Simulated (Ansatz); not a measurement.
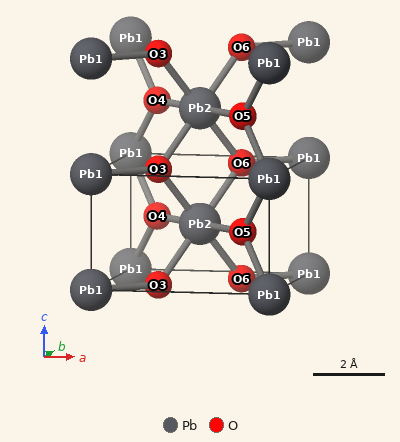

Figure 1. The input geometry (ball-and-stick view of the cell of the calculation, repeated 1 × 1 × 2, seen slightly off an axis; atoms are numbered from 1 in the order of the input). An atom can appear more than once, as a periodic image. Near neighbours in the periodic cell (some may lie outside the picture): Pb has 6 O at 2.17 to 2.26 Å; O has 3 Pb at 2.17 to 2.26 Å.

**Single-point calculation, with input and output: PbO2**

PbO2 (P4₂/mnm, 6 atoms in the cell), computed with DFT, PBE, plane waves, PAW, no spin polarisation (Ansatz 0.2.0).

The structure was built on a prototype by a generator. The geometry comes from this level: r2SCAN (a point of a series of strains). It belongs to a series of runs on one base structure; here: epitaxial_xy strain +4.0%. Figures and captions count atoms from 1; the log counts them from 0 in places.

### Output
```
scf.n_extra_bands = 5 over 26 filled bands (N_el = 52.0): the run solves 31 bands
Engine: ansatz 0.2.0, x86_64-unknown-linux-gnu
Pseudopotentials: kind: paw
Pseudopotential: Pb, paw, valence charge 14, recommended cutoff 420 eV (normal), Pb.paw.azcp
Pseudopotential: O, paw, valence charge 6, recommended cutoff 420 eV (normal), O.paw.azcp
Functional definition: PBE
  parameter kappa = 0.804
  parameter beta = 0.06672455060314922
  exchange = pbe_x(kappa = kappa, mu = beta*pi^2/3)
  correlation = pbe_c(beta = beta)
Crystal: 6 atoms, lattice volume = 88.838 Å³
Basis set: ecut = 420 eV, 1763 PW (Γ), exchange–correlation on 72×72×48 points (8 copies of the dense FFT grid, shifted against one another)
Bands: 31, of which v1, the nominal top of the filled ones, is band 26 counted from 1 (25 counted from 0)
Symmetry: 16 space group operations
Space group: P42/mnm (ITA 136), of the structure as read, at distance tolerance 4.5e-5 Å
k-points: 50 of 288
Non-local potential: Pb, projectors of the file, l = 0: 2, l = 1: 2, l = 2: 2, l = 3: 2
Non-local potential: O, projectors of the file, l = 0: 2, l = 1: 2, l = 2: 1
PAW form: soft (Blöchl's): semilocal exchange-correlation on the pseudo side does not see the compensation charge
PAW one-centre angular grid: Pb, 590 points (default); XC on 64 Gauss nodes
PAW one-centre angular grid: O, 110 points (default); XC on 64 Gauss nodes
Initial density: superposition of atomic densities (neutral atoms: chi_scale 0, normalization atom), corrected by the library's trained network
Initial wavefunctions: pseudopotential atomic-orbital guess
Functional: x = pbe(κ = 0.804, μ = 0.2195149727645171), c = pbe(β = 0.06672455060314922)
SCF iter   1: F=—  HF=-26077.384297 eV  |F-HF|=—  |Δ(HF+E_count)|=         —  Δρ=3.55e-3  dr2=5.82e-3  ethr=1.77e-3  ⟨swp⟩=7.3  Hψ=7416  notcnv=0
preconditioner: auto → Resta (q_TF=auto, 2.495 Å⁻¹)  ε∞=4.4  [insulator: Δε(μ)=0.088 eV  Ē_g=15.452 eV  σ=0.020 eV  W_gap=0.79  n_scr=22 (ndim 8)  ℏωp=28.4 eV  f_vac=0.079  D(μ)=0.14/eV (n_scr^D=0)  ε∞_Penn≈4.4]
SCF iter   2: F=—  HF=-26077.384769 eV  |F-HF|=—  |Δ(HF+E_count)|=   4.72e-4  Δρ=1.61e-3  dr2=1.03e-3  ethr=1.12e-5  ⟨swp⟩=2.9  Hψ=3437  notcnv=0  defer=46
SCF iter   3: F=—  HF=-26077.385051 eV  |F-HF|=—  |Δ(HF+E_count)|=   2.83e-4  Δρ=6.79e-4  dr2=3.22e-4  ethr=1.98e-6  ⟨swp⟩=2.6  Hψ=2397  notcnv=0  defer=46
SCF iter   4: F=—  HF=-26077.385192 eV  |F-HF|=—  |Δ(HF+E_count)|=   1.41e-4  Δρ=1.34e-4  dr2=2.15e-5  ethr=6.19e-7  ⟨swp⟩=2.0  Hψ=2099  notcnv=0  defer=46
SCF iter   5: F=—  HF=-26077.385033 eV  |F-HF|=—  |Δ(HF+E_count)|=   1.59e-4  Δρ=3.69e-5  dr2=1.30e-6  ethr=4.14e-8  ⟨swp⟩=2.0  Hψ=2142  notcnv=0  defer=46
SCF iter   6: F=-26077.385034 eV  HF=-26077.385034 eV  |F-HF|=5.54e-8  |Δ(HF+E_count)|=   1.52e-6  Δρ=6.59e-6  dr2=5.09e-8  ethr=1.92e-10  ⟨swp⟩=14.0  Hψ=14207  notcnv=0
SCF 1 converged in 6 iterations: F = -26077.385034 eV  dr2 = 5.09e-8
  greatest PAW one-centre occupation: 0.988 electrons in one spin orbital (limit 2), on the Pb atom at site 1 (counted from 0), in its partial waves of l = 2
NSCF: frozen V_eff on 8 k-points
SCF converged after 6 iterations
Free energy (F): -26077.385034 eV
Harris-Foulkes:  -26077.385034 eV  (|F-HF|=5.54e-8)
Internal energy: -26077.384756 eV  (E = F + TS)
E sigma→0 (E₀):  -26077.384895 eV
Entropy (-TS):   -0.000279 eV (-0.046 meV/atom)
Fermi energy:    7.315367 eV
--- Per-component energies (eV) ---
  E_band       = -119.271634
  E_kinetic    = 1278.458657
  E_local      = -3581.049631  (includes V_loc(G=0)·N_el)
  E_nonlocal   = 903.542156
  E_hartree    = 1378.946628
  E_xc         = -726.151491
  E_vxc        = -629.388359  (∫ρ·V_xc dr)
  E_paw        = -21466.655554  (= ΣΔE_a)
  E_vpaw       = -848.737459  (= ΣTr[D̂ρ^β])
  E_aug_tail   = 0.009599  (compensation charges beyond the density's cutoff)
  E_ewald      = -3864.485119
  E_smearing   = -0.000279  (= −TS)
  E_closure    = 0.000000  (closes the sum)
  Σ components = -26077.385034   (vs F -26077.385034, Δ=0.00e0)
--- Forces (eV/Å), atoms counted from 1 ---
  atom   1  Pb     0.00000000    -0.00000000     0.00000000
  atom   2  Pb     0.00000000     0.00000000     0.00000000
  atom   3  O     -0.08194835    -0.08194835     0.00000000
  atom   4  O      0.08194835    -0.08194835     0.00000000
  atom   5  O     -0.08194835     0.08194835     0.00000000
  atom   6  O      0.08194835     0.08194835     0.00000000
  max |Σ_I F_I| component: 1.39e-17 eV/Å
--- Stress (GPa, compression-positive) ---
       -0.044682       0.000000       0.000000
        0.000000      -0.044682       0.000000
        0.000000       0.000000       6.825735
  P = ⅓ Tr σ = 2.2455 GPa (22.455 kbar)
--- Band table (eV; the first three rows and the last of 50) ---
  k-point 0: bands = ["-10.8498", "-10.7825", "-9.2099", "-9.2099", "-8.2328", "-8.1181", "-8.0723", "-8.0723", "-7.8945", "-7.8416", "-7.7815", "-7.7594", "-7.7594", "-5.9666", "-0.6407", "3.9854", "3.9854", "4.3486", "4.6759", "5.3320", "5.5693", "6.6511", "6.6511", "6.7676", "6.7676", "6.8768", "7.3538", "11.4593", "13.3283", "13.3283", "16.7484"]
  k-point 1: bands = ["-10.7127", "-10.6795", "-9.5747", "-9.5747", "-8.2059", "-8.0707", "-7.8847", "-7.8384", "-7.8135", "-7.8135", "-7.7804", "-7.5889", "-7.5889", "-6.0665", "-0.6922", "3.7164", "4.1189", "4.1189", "4.2358", "5.3969", "5.5475", "6.1836", "6.1836", "6.7747", "6.7747", "7.2663", "7.6939", "11.5666", "13.8850", "13.8850", "16.0115"]
  k-point 2: bands = ["-10.4091", "-10.3568", "-10.0836", "-10.0836", "-8.1353", "-7.9520", "-7.8640", "-7.8640", "-7.8593", "-7.8134", "-7.7797", "-6.8576", "-6.8576", "-6.3829", "-0.7490", "2.2841", "4.0453", "4.3944", "4.3944", "5.1944", "5.3195", "5.3195", "5.5871", "6.7464", "6.7464", "7.0199", "8.9657", "11.6313", "15.0748", "15.0748", "15.2280"]
  k-point 49: bands = ["-10.5719", "-10.5719", "-9.8544", "-9.8544", "-7.9526", "-7.9526", "-7.7942", "-7.7942", "-7.7349", "-7.7349", "-7.4858", "-7.4858", "-6.0300", "-6.0300", "-0.3643", "-0.3643", "3.4375", "3.4375", "5.0469", "5.0469", "5.4442", "5.4442", "6.6187", "6.6187", "6.7135", "6.7135", "9.9404", "9.9404", "15.3190", "15.3190", "16.5846"]
```

### File bands.tsv
```
# k_distance	band_0	band_1	band_2	band_3	band_4	band_5	band_6	band_7	band_8	band_9	band_10	band_11	band_12	band_13	band_14	band_15	band_16	band_17	band_18	band_19	band_20	band_21	band_22	band_23	band_24	band_25	band_26	band_27	band_28	band_29	band_30
# fermi_ev = 7.315367
# lock_threshold_ev = 1e-6
# [0, 0, 0] at k_distance = 0.000000
# [0, 0.5, 0] at k_distance = 0.606111
# [0.5, 0.5, 0] at k_distance = 1.212221
# [0, 0, 0.5] at k_distance = 2.491804
# [0, 0.5, 0.5] at k_distance = 3.097915
# [0.5, 0.5, 0.5] at k_distance = 3.704025
# [-0.022949, -0.022868, 0.083333] at k_distance = 4.900023
# [-0.101562, 0.101563, -0.012858] at k_distance = 5.155443
# levels_relative_to = fermi_ev
# free_energy_ev = -26077.385034
# largest_residual_norms_ev = 5.789e-4 6.433e-4 5.785e-4 7.079e-4 2.434e-4 3.094e-4 3.170e-4 3.813e-4 3.790e-4 4.027e-4 4.122e-4 5.518e-4 5.529e-4 6.451e-4 8.784e-4 1.201e-3 1.207e-3 1.511e-3 8.117e-4 1.504e-3 1.238e-3 1.271e-3 1.616e-3 1.773e-3 1.918e-3 1.762e-3 1.130e-3 1.286e-3 2.551e-3 3.823e-3 2.961e-3
0.000000	-18.165182	-18.097853	-16.525311	-16.525311	-15.548209	-15.433422	-15.387634	-15.387634	-15.209831	-15.156977	-15.096837	-15.074732	-15.074732	-13.281948	-7.956034	-3.329927	-3.329927	-2.966777	-2.639507	-1.983384	-1.746099	-0.664280	-0.664280	-0.547718	-0.547718	-0.438520	0.038408	4.143917	6.012956	6.012956	9.433027
0.606111	-17.935166	-17.935166	-17.030098	-17.030098	-15.379045	-15.379045	-15.316200	-15.316200	-15.148501	-15.148501	-15.085196	-15.085196	-14.130083	-14.130083	-6.495540	-6.495540	-2.380588	-2.380588	-2.373681	-2.373681	-1.346331	-1.346331	-0.572376	-0.572376	-0.469698	-0.469698	2.071501	2.071501	6.662140	6.662140	9.021998
1.212221	-18.101209	-18.101209	-16.575703	-16.575703	-15.431629	-15.431629	-15.390083	-15.390083	-15.144459	-15.144459	-15.073677	-15.073677	-14.452319	-14.452319	-5.753840	-5.753840	-3.230950	-3.230950	-2.367578	-2.367578	-1.452483	-1.452483	-0.583807	-0.583807	-0.579262	-0.579262	2.594910	2.594910	6.712273	6.712273	9.332799
2.491804	-17.866210	-17.866210	-17.189893	-17.189893	-15.264621	-15.264621	-15.116323	-15.116323	-15.085146	-15.085146	-14.829714	-14.829714	-13.327606	-13.327606	-7.322884	-7.322884	-3.480671	-3.480671	-3.087842	-3.087842	-1.896925	-1.896925	-1.052929	-1.052929	-0.771391	-0.771391	3.455056	3.455056	8.412098	8.412098	9.269775
3.097915	-18.038410	-18.038410	-16.759331	-16.759331	-15.391273	-15.391273	-15.256219	-15.256219	-15.110032	-15.110032	-15.011921	-15.011921	-13.090512	-13.090512	-7.065951	-7.065951	-4.500625	-4.500625	-3.464613	-3.464613	-1.030169	-1.030169	-0.789798	-0.789798	-0.389312	-0.389312	3.678074	3.678074	6.755637	6.755637	10.119925
3.704025	-17.887242	-17.887242	-17.169759	-17.169759	-15.268004	-15.268004	-15.109581	-15.109581	-15.050224	-15.050224	-14.801165	-14.801165	-13.345389	-13.345389	-7.679628	-7.679628	-3.877828	-3.877828	-2.268492	-2.268492	-1.871148	-1.871148	-0.696707	-0.696707	-0.601852	-0.601852	2.625029	2.625029	8.003645	8.003645	9.269187
4.900023	-18.101337	-18.049968	-16.726719	-16.718141	-15.531554	-15.411399	-15.205178	-15.192051	-15.182411	-15.144335	-15.096575	-15.058275	-15.056781	-13.329016	-7.974906	-3.417745	-3.268367	-3.044541	-2.991092	-1.952048	-1.718843	-0.888611	-0.888380	-0.551738	-0.541531	-0.003524	-0.003302	4.187654	6.279209	6.280357	9.021104
5.155443	-18.138381	-18.063332	-16.723994	-16.536033	-15.463689	-15.395183	-15.381588	-15.364315	-15.203092	-15.101543	-15.097908	-15.078152	-15.074678	-13.356744	-7.835087	-4.022380	-3.320714	-2.911496	-2.093199	-1.927183	-1.786007	-0.937494	-0.666561	-0.560159	-0.550701	-0.033207	-0.033109	3.928355	6.117901	6.141446	9.237796
```

### File v_z.tsv
```
# z_ang	v_es[eV]	v_tot[eV]
# format = ansatz-planar-average/11
# xc	pbe
# density_cutoff_ev	1680
# datasets	Pb=:simpson_from_first_knot:soft	O=:simpson_from_first_knot:soft
# lattice	5.183199924	0.000000000	0.000000000
# lattice	0.000000000	5.183199924	0.000000000
# lattice	0.000000000	0.000000000	3.306771144
# sites	6
# site	82	0.000000000	0.000000000	0.000000000
# site	82	2.591599962	2.591599962	1.653385572
# site	8	1.600575289	1.600575289	0.000000000
# site	8	0.991024674	4.192175251	1.653385572
# site	8	4.192175251	0.991024674	1.653385572
# site	8	3.582624636	3.582624636	0.000000000
0.000000	2.223511e0	-8.958098e0
0.137782	2.494619e0	-8.558851e0
0.275564	3.281099e0	-7.442239e0
0.413346	4.441752e0	-5.827468e0
0.551129	5.894684e0	-3.873541e0
0.688911	7.094841e0	-2.270778e0
0.826693	7.442926e0	-1.768953e0
0.964475	7.094841e0	-2.270778e0
1.102257	5.894684e0	-3.873541e0
1.240039	4.441752e0	-5.827468e0
1.377821	3.281099e0	-7.442239e0
1.515603	2.494619e0	-8.558851e0
1.653386	2.223511e0	-8.958098e0
1.791168	2.494619e0	-8.558851e0
1.928950	3.281099e0	-7.442239e0
2.066732	4.441752e0	-5.827468e0
2.204514	5.894684e0	-3.873541e0
2.342296	7.094841e0	-2.270778e0
2.480078	7.442926e0	-1.768953e0
2.617860	7.094841e0	-2.270778e0
2.755643	5.894684e0	-3.873541e0
2.893425	4.441752e0	-5.827468e0
3.031207	3.281099e0	-7.442239e0
3.168989	2.494619e0	-8.558851e0
```

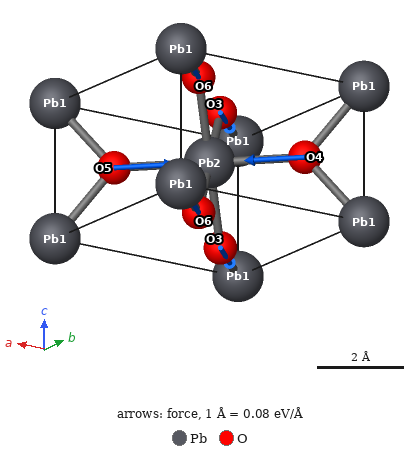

Figure 2. Forces on the atoms as blue arrows (ball-and-stick view of the cell of the calculation, seen at an oblique angle; atoms are numbered from 1 in the order of the input). The largest act on all 4 O atoms (0.12 eV/Å). The geometry is not a stationary point of this energy.

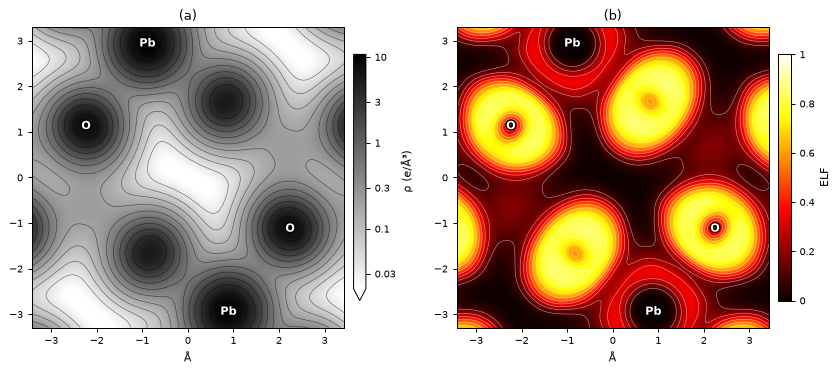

Figure 3. (a) valence electron density; (b) electron localisation function on the (111) plane of the conventional cell. The section cuts through Pb and O sites. Pb–O (2.26 Å): ρ at the midpoint is about 0.5 e/Å³; the ELF peaks at about 0.80 in the valence shell of O, 0.6 Å from its nucleus, and drops to about 0.20 between the two atoms. Away from the nuclei the density in this plane falls to 0.02 e/Å³ at its lowest. In a PAW calculation such maps are meaningful between the atoms, not at the nuclei.

This output came from the following input.

### Input file
```yaml
crystal:
  lattice:
    - [5.1831999243, 0.0, 0.0]
    - [0.0, 5.1831999243, 0.0]
    - [0.0, 0.0, 3.3067711442]
  atoms:
    - { symbol: Pb, position: [0.0, 0.0, 0.0] }
    - { symbol: Pb, position: [0.5, 0.5, 0.5] }
    - { symbol: O, position: [0.3088006081, 0.3088006081, 0.0] }
    - { symbol: O, position: [0.1911993919, 0.8088006081, 0.5] }
    - { symbol: O, position: [0.8088006081, 0.1911993919, 0.5] }
    - { symbol: O, position: [0.6911993919, 0.6911993919, 0.0] }
kpoints:
  mp_grid: { grid: [6, 6, 8] }
  band_path:
    path:
      - [0.0, 0.0, 0.0]
      - [0.0, 0.5, 0.0]
      - [0.5, 0.5, 0.0]
      - [0.0, 0.0, 0.5]
      - [0.0, 0.5, 0.5]
      - [0.5, 0.5, 0.5]
      - [-0.022949, -0.022868, 0.083333]
      - [-0.101562, 0.101563, -0.012858]
    npoints: 1
hamiltonian:
  xc: pbe
scf:
  occupations: { method: fermi_dirac, width: 0.02 }
  n_extra_bands: 5
output:
  forces: true
  stress: true
  eigenvalues: true
  write_density: true
  write_potential: true
  elf: true
  volumetric_format: npy
```

Command:
```bash
ansatz run input.yaml --threads 2 --pin off --max-ram 20275MiB --backend cpu --events-out ev --progress --plain --runs-dir out
```

### Results in brief

```tsv
quantity	value
outcome	converged
space group (tolerance 0.01 Å)	P4₂/mnm (136)
electrons treated	52
free energy	−26077.3850 eV
Fermi energy	7.315 eV
band gap	0.09 eV by band count, under the smearing
pressure	2.25 GPa
largest force (length of the vector)	0.116 eV/Å
hardware	2 threads of AMD EPYC (Zen 3), 144 GiB of memory available, shared host
wall time	3.7 s (CPU time 7.1 s)
peak memory	0.63 GiB
```

### Notes

Spin–orbit coupling is left out, which matters for Pb.
